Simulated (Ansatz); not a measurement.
Run report: Cu₂O, single-point calculation (part 1 of 2)

System: Cu₂O (24 atoms in the cell).
Method: DFT PBE, scalar-relativistic, plane waves, PAW, no spin polarisation (Ansatz 0.2.0).

The structure derives from a Materials Project entry. It belongs to a series of runs on one base structure; here: the perfect crystal in a cell of 24 atoms.

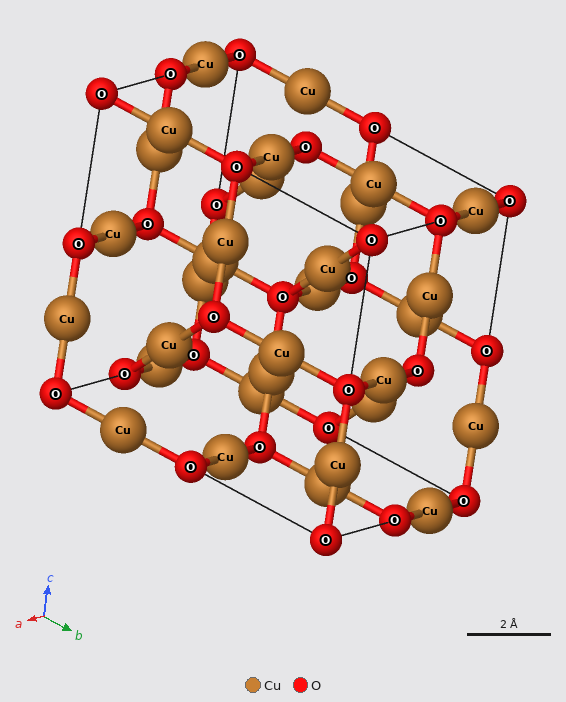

**Figure 1.** The structure (ball-and-stick view of the cell of the calculation, seen slightly off an axis).

### The input
```yaml
crystal:
  lattice:
    - [-4.2982238188, 4.2982238188, 4.2982238188]
    - [4.2982238188, -4.2982238188, 4.2982238188]
    - [4.2982238188, 4.2982238188, -4.2982238188]
  atoms:
    - { symbol: Cu, position: [0.5, 0.5, 0.25] }
    - { symbol: Cu, position: [0.0, 0.0, 0.25] }
    - { symbol: Cu, position: [0.0, 0.5, 0.75] }
    - { symbol: Cu, position: [0.5, 0.0, 0.75] }
    - { symbol: Cu, position: [0.25, 0.5, 0.5] }
    - { symbol: Cu, position: [0.75, 0.0, 0.5] }
    - { symbol: Cu, position: [0.75, 0.5, 0.0] }
    - { symbol: Cu, position: [0.25, 0.0, 0.0] }
    - { symbol: Cu, position: [0.5, 0.25, 0.5] }
    - { symbol: Cu, position: [0.0, 0.75, 0.5] }
    - { symbol: Cu, position: [0.0, 0.25, 0.0] }
    - { symbol: Cu, position: [0.5, 0.75, 0.0] }
    - { symbol: Cu, position: [0.75, 0.75, 0.75] }
    - { symbol: Cu, position: [0.25, 0.25, 0.75] }
    - { symbol: Cu, position: [0.25, 0.75, 0.25] }
    - { symbol: Cu, position: [0.75, 0.25, 0.25] }
    - { symbol: O, position: [0.5, 0.5, 0.5] }
    - { symbol: O, position: [0.0, 0.0, 0.5] }
    - { symbol: O, position: [0.0, 0.5, 0.0] }
    - { symbol: O, position: [0.5, 0.0, 0.0] }
    - { symbol: O, position: [0.0, 0.0, 0.0] }
    - { symbol: O, position: [0.5, 0.5, 0.0] }
    - { symbol: O, position: [0.5, 0.0, 0.5] }
    - { symbol: O, position: [0.0, 0.5, 0.5] }
basis:
  ecutwfc: 420
  xc_grid: 2
kpoints:
  mp_grid: { grid: [3, 3, 3], shift: [0.0, 0.0, 0.0] }
hamiltonian:
  xc: pbe
scf:
  occupations: { method: gaussian, width: 0.02 }
output:
  forces: true
  stress: true
  eigenvalues: true
```

Launch command:
```bash
ansatz run input.yaml --threads 4 --pin off --max-ram 8192MiB --backend cpu --events-out ev --progress --plain --runs-dir out
```

### What the program printed
```
Engine: ansatz 0.2.0, x86_64-unknown-linux-gnu
Pseudopotentials: kind: paw
Pseudopotential: Cu, paw, valence charge 19, recommended cutoff 420 eV (normal), Cu.paw.azcp
Pseudopotential: O, paw, valence charge 6, recommended cutoff 420 eV (normal), O.paw.azcp
Functional definition: PBE
  parameter kappa = 0.804
  parameter beta = 0.06672455060314922
  exchange = pbe_x(kappa = kappa, mu = beta*pi^2/3)
  correlation = pbe_c(beta = beta)
Crystal: 24 atoms, lattice volume = 317.634 Å³
Basis set: ecut = 420 eV, 6339 PW (Γ), exchange–correlation on 100×100×100 points (8 copies of the dense FFT grid, shifted against one another)
Bands: 212, of which v1, the nominal top of the filled ones, is band 176 counted from 1 (175 counted from 0)
Symmetry: 192 space group operations
Space group: Pn-3m (ITA 224), of the structure as read, at distance tolerance 6.8e-5 Å
k-points: 4 of 27
Non-local potential: Cu, projectors of the file, l = 0: 3, l = 1: 2, l = 2: 3, l = 3: 1
Non-local potential: O, projectors of the file, l = 0: 2, l = 1: 2, l = 2: 1
PAW form: soft (Blöchl's): semilocal exchange-correlation on the pseudo side does not see the compensation charge
PAW one-centre angular grid: Cu, 590 points (default); XC on 64 Gauss nodes
PAW one-centre angular grid: O, 110 points (default); XC on 64 Gauss nodes
Initial density: superposition of atomic densities (neutral atoms: chi_scale 0, normalization atom), corrected by the library's trained network
Initial wavefunctions: pseudopotential atomic-orbital guess
Functional: x = pbe(κ = 0.804, μ = 0.2195149727645171), c = pbe(β = 0.06672455060314922)
SCF iter   1: F=—  HF=-110531.959099 eV  |F-HF|=—  |Δ(HF+E_count)|=         —  Δρ=1.65e-3  dr2=4.20e-3  ethr=1.77e-3  ⟨swp⟩=6.0  Hψ=3052  notcnv=0
preconditioner: auto → Resta (q_TF=auto, 2.775 Å⁻¹)  ε∞=11.1  [insulator: Δε(μ)=0.478 eV  Ē_g=9.811 eV  σ=0.020 eV  W_gap=1.00  n_scr=134 (ndim 8)  ℏωp=31.2 eV  f_vac=0.024  D(μ)=0.00/eV (n_scr^D=0)  ε∞_Penn≈11.1]
SCF iter   2: F=—  HF=-110531.961870 eV  |F-HF|=—  |Δ(HF+E_count)|=   2.77e-3  Δρ=7.07e-4  dr2=9.09e-4  ethr=1.19e-6  ⟨swp⟩=3.0  Hψ=1834  notcnv=0  defer=94
SCF iter   3: F=—  HF=-110531.962594 eV  |F-HF|=—  |Δ(HF+E_count)|=   7.24e-4  Δρ=8.74e-4  dr2=1.37e-3  ethr=2.58e-7  ⟨swp⟩=2.0  Hψ=1464  notcnv=0  defer=71
automatic band count: iteration 3 solves 204 bands in place of 212: the levels show a gap, and the empty bands left out lie too high to hold charge; the band table lists the bands solved (type scf.n_extra_bands for more)
SCF iter   4: F=—  HF=-110531.962578 eV  |F-HF|=—  |Δ(HF+E_count)|=   1.54e-5  Δρ=1.63e-4  dr2=5.70e-5  ethr=2.58e-7  ⟨swp⟩=2.0  Hψ=1072  notcnv=0  defer=71
SCF iter   5: F=—  HF=-110531.962421 eV  |F-HF|=—  |Δ(HF+E_count)|=   1.57e-4  Δρ=9.38e-5  dr2=3.39e-5  ethr=1.62e-8  ⟨swp⟩=2.0  Hψ=1180  notcnv=0  defer=71
SCF iter   6: F=—  HF=-110531.962420 eV  |F-HF|=—  |Δ(HF+E_count)|=   1.77e-6  Δρ=6.15e-5  dr2=9.21e-6  ethr=9.62e-9  ⟨swp⟩=2.0  Hψ=1159  notcnv=0  defer=71
SCF iter   7: F=—  HF=-110531.962418 eV  |F-HF|=—  |Δ(HF+E_count)|=   1.18e-6  Δρ=2.20e-5  dr2=7.55e-7  ethr=2.62e-9  ⟨swp⟩=2.0  Hψ=1148  notcnv=0  defer=71
SCF iter   8: F=—  HF=-110531.962419 eV  |F-HF|=—  |Δ(HF+E_count)|=   3.46e-7  Δρ=1.26e-5  dr2=2.63e-7  ethr=2.15e-10  ⟨swp⟩=2.5  Hψ=1007  notcnv=0  defer=71
SCF iter   9: F=-110531.962419 eV  HF=-110531.962419 eV  |F-HF|=2.01e-8  |Δ(HF+E_count)|=   4.05e-9  Δρ=4.22e-6  dr2=3.47e-8  ethr=2.84e-11  ⟨swp⟩=6.2  Hψ=2841  notcnv=0
SCF 1 converged in 9 iterations: F = -110531.962419 eV  dr2 = 3.47e-8
  greatest PAW one-centre occupation: 1.000 electrons in one spin orbital (limit 2), on the Cu atom at site 15 (counted from 0), in its partial waves of l = 0
SCF converged after 9 iterations
Free energy (F): -110531.962419 eV
Harris-Foulkes:  -110531.962419 eV  (|F-HF|=2.01e-8)
Internal energy: -110531.962419 eV  (E = F + TS)
E sigma→0 (E₀):  -110531.962419 eV
Fermi energy:    10.775041 eV
--- Per-component energies (eV) ---
  E_band       = -7447.342110
  E_kinetic    = 6172.326679
  E_local      = -79704.585221  (includes V_loc(G=0)·N_el)
  E_nonlocal   = 6709.142943
  E_hartree    = 34778.782928
  E_xc         = -1991.197698
  E_vxc        = -2559.314944  (∫ρ·V_xc dr)
  E_paw        = -27931.180538  (= ΣΔE_a)
  E_vpaw       = -7622.476308  (= ΣTr[D̂ρ^β])
  E_aug_tail   = 0.022126  (compensation charges beyond the density's cutoff)
  E_ewald      = -48565.273638
  E_smearing   = -0.000000  (= −TS)
  E_closure    = -0.000000  (closes the sum)
  Σ components = -110531.962419   (vs F -110531.962419, Δ=0.00e0)
--- Forces (eV/Å), atoms counted from 1 ---
  atom   1  Cu     0.00000000    -0.00000000     0.00000000
  atom   2  Cu     0.00000000    -0.00000000     0.00000000
  atom   3  Cu     0.00000000    -0.00000000     0.00000000
  atom   4  Cu     0.00000000    -0.00000000     0.00000000
  atom   5  Cu     0.00000000     0.00000000     0.00000000
  atom   6  Cu     0.00000000     0.00000000     0.00000000
  atom   7  Cu     0.00000000     0.00000000     0.00000000
  atom   8  Cu    -0.00000000    -0.00000000     0.00000000
  atom   9  Cu     0.00000000     0.00000000     0.00000000
  atom  10  Cu     0.00000000    -0.00000000     0.00000000
  atom  11  Cu     0.00000000    -0.00000000     0.00000000
  atom  12  Cu     0.00000000     0.00000000     0.00000000
  atom  13  Cu    -0.00000000     0.00000000    -0.00000000
  atom  14  Cu    -0.00000000    -0.00000000     0.00000000
  atom  15  Cu    -0.00000000    -0.00000000     0.00000000
  atom  16  Cu     0.00000000     0.00000000    -0.00000000
  atom  17  O     -0.00000000    -0.00000000    -0.00000000
  atom  18  O      0.00000000    -0.00000000     0.00000000
  atom  19  O      0.00000000    -0.00000000     0.00000000
  atom  20  O      0.00000000     0.00000000    -0.00000000
  atom  21  O      0.00000000    -0.00000000    -0.00000000
  atom  22  O     -0.00000000    -0.00000000    -0.00000000
  atom  23  O     -0.00000000    -0.00000000    -0.00000000
  atom  24  O      0.00000000    -0.00000000    -0.00000000
  max |Σ_I F_I| component: 7.99e-18 eV/Å
--- Stress (GPa, compression-positive) ---
        0.022856      -0.000000       0.000000
       -0.000000       0.022856       0.000000
        0.000000       0.000000       0.022856
  P = ⅓ Tr σ = 0.0229 GPa (0.229 kbar)
--- Band table (eV) ---
  k-point 0: bands = ["-101.4414", "-101.4405", "-101.4405", "-101.4405", "-101.4405", "-101.4405", "-101.4405", "-101.4404", "-101.4404", "-101.4404", "-101.4404", "-101.4404", "-101.4404", "-101.4401", "-101.4401", "-101.4401", "-58.9934", "-58.9873", "-58.9873", "-58.9873", "-58.9873", "-58.9873", "-58.9873", "-58.9809", "-58.9809", "-58.9809", "-58.9808", "-58.9808", "-58.9808", "-58.9808", "-58.9808", "-58.9808", "-58.7637", "-58.7637", "-58.7609", "-58.7609", "-58.7609", "-58.7609", "-58.7609", "-58.7609",
      "-58.7587", "-58.7587", "-58.7587", "-58.7587", "-58.7587", "-58.7587", "-58.7570", "-58.7570", "-58.7570", "-58.7564", "-58.7564", "-58.7564", "-58.7564", "-58.7564", "-58.7564", "-58.7543", "-58.7543", "-58.7543", "-58.7543", "-58.7543", "-58.7543", "-58.7540", "-58.7540", "-58.7540", "-9.4508", "-9.0769", "-9.0769", "-9.0769", "-9.0769", "-9.0769", "-9.0769", "-8.7518", "3.3433", "3.3433", "3.3433", "3.3433", "3.3433", "3.3433", "3.4722", "3.4722",
      "3.4722", "4.4903", "4.4903", "4.4903", "4.4903", "4.4903", "4.4903", "5.1239", "5.1239", "5.1239", "5.1239", "5.1239", "5.1239", "5.8054", "5.8348", "5.8348", "5.8348", "7.6428", "7.6428", "7.6570", "7.6570", "7.6570", "7.6570", "7.6570", "7.6570", "7.7650", "7.7650", "7.7650", "7.8875", "7.8875", "7.8875", "7.8875", "7.8875", "7.8875", "8.3355", "8.3355", "8.3355", "8.3355", "8.3355", "8.3355",
      "8.3721", "8.3721", "8.3721", "8.3721", "8.3721", "8.3721", "8.4363", "8.4363", "8.4363", "8.4363", "8.4363", "8.4363", "8.6082", "8.6082", "8.6962", "8.6962", "8.6962", "8.6962", "8.6962", "8.6962", "8.7109", "8.7109", "8.7109", "8.7109", "8.7109", "8.7109", "8.7164", "8.7164", "8.7164", "8.8515", "8.8515", "8.8515", "9.0437", "9.0437", "9.0437", "9.1233", "9.1233", "9.1233", "9.1233", "9.1233",
      "9.1233", "9.3716", "9.3716", "9.3716", "9.3716", "9.3716", "9.3716", "9.9060", "9.9060", "9.9060", "9.9060", "9.9060", "9.9060", "10.5367", "10.5367", "10.5367", "11.0125", "11.8413", "11.8413", "12.4277", "12.4277", "12.4277", "12.4277", "12.4277", "12.4277", "14.3189", "14.3189", "14.3189", "14.3189", "14.3189", "14.3189", "17.2429", "17.2429", "17.2429", "17.2429", "17.2429", "17.2429", "18.2864", "18.2864", "18.2864",
      "18.7774", "18.7774", "18.7774", "18.7774"]
```
